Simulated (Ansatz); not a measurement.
**Ti9Si (slab): density, localisation and related maps**

The calculation's input:

```
crystal:
  lattice:
    - [4.4945043382, 0.0, 0.0]
    - [-2.2472521691, 4.7862921018, 0.0]
    - [0.0, 0.0, 22.4132660637]
  atoms:
    - { symbol: Ti, position: [0.5255594, 0.0511188, 0.1784657349] }
    - { symbol: Ti, position: [0.83067128, 0.66134256, 0.1953093904] }
    - { symbol: Ti, position: [0.13578316, 0.27156632, 0.2121530459] }
    - { symbol: Ti, position: [0.35623068, 0.71246136, 0.2795276677] }
    - { symbol: Ti, position: [0.6645445056, 0.3290253357, 0.2959575213] }
    - { symbol: Ti, position: [0.9709277949, 0.9415834331, 0.3131009545] }
    - { symbol: Ti, position: [0.191859366, 0.3842771862, 0.3807438705] }
    - { symbol: Ti, position: [0.5022405383, 0.0046866772, 0.3942145273] }
    - { symbol: Ti, position: [0.8055868414, 0.6113259178, 0.4155247181] }
    - { symbol: Si, position: [1.0555868414, 0.8613259178, 0.5136808723] }
basis:
  ecutwfc: 420
kpoints:
  mp_grid: { grid: [7, 6, 1] }
hamiltonian:
  xc: pbe
  pseudopotentials: { kind: paw, azcp: { folder: soft_1 } }
  dispersion: d3bj
scf:
  occupations: { method: gaussian, width: 0.1 }
output:
  forces: true
  eigenvalues: true
  write_density: true
  write_potential: true
  elf: true
  volumetric_format: npy
efield:
  axis: 3
  dipole_correction: true
  ramp_width: 0.04
```

Command:

```sh
ansatz run input.yaml --threads 2 --pin off --max-ram 6144MiB --backend cpu --events-out ev --progress --plain --runs-dir out
```

A point of a scan over the structure, not its minimum; not relaxed (largest force 1.4 eV/Å); computed without spin polarisation; PAW files of the earlier set (soft_1).

The calculation used Ansatz 0.2.0, DFT PBE+D3(BJ), scalar-relativistic, plane waves, PAW.

The density is the valence pseudo-density of a PAW calculation; it isn't the true density close to the nuclei.

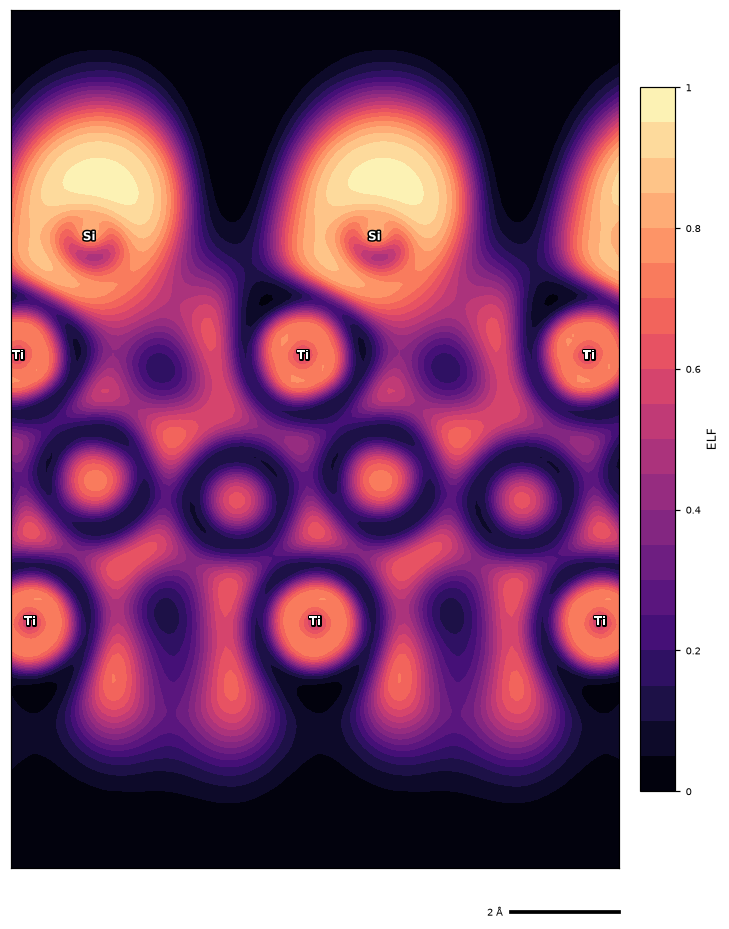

Figure 1. Electron localisation function on the (11̄0) plane of the calculation cell, a cut from vacuum to vacuum.

### Read the bonding off the picture.

- The section cuts through Ti and Si sites.
- Atoms just off the plane (Ti, 0.6 Å away) can leave unmarked features too.
- Ti–Si (2.57 Å): the ELF peaks at about 0.85 in the valence shell of Si, 0.9 Å from its nucleus, and is about 0.55 at the midpoint.
- The features right at Ti lie inside the PAW spheres, where the map follows smoothed inner orbitals and isn't to be read closely.

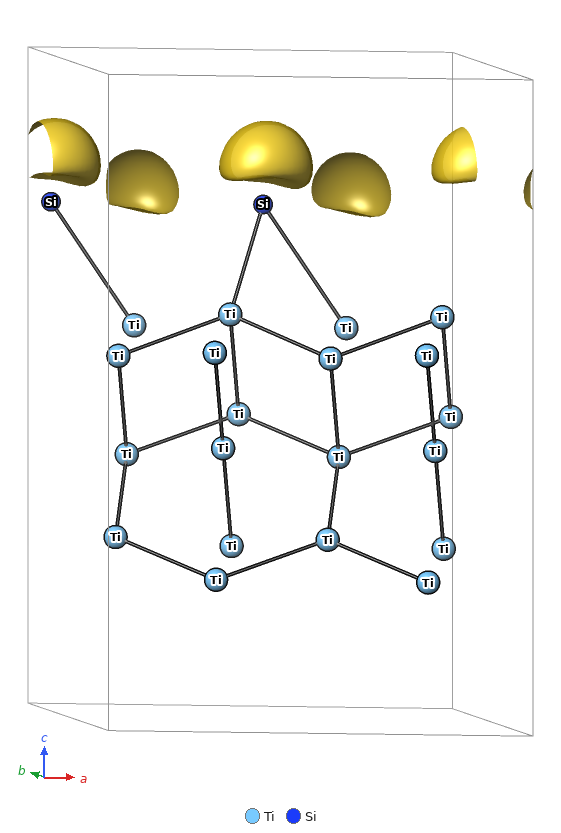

Figure 2. Isosurface of the electron localisation function at 0.9 (yellow), seen slightly off an axis. Core shells and regions of very low density are left out. Sticks mark near contacts.

### Where are the electrons localised?

The surface consists of one lobe on Si, pointing away from the bonds (lone pairs), counted in one cell of 10 atoms. Counts are for one cell; the picture repeats the cell along the surface. Profiles from the grid: Ti–Ti (2.59 Å): the ELF is about 0.15 at the midpoint: no shared electron pair shows on this line.

### Does the calculation give a band gap?

It is gapless in this calculation (a metal or semimetal).
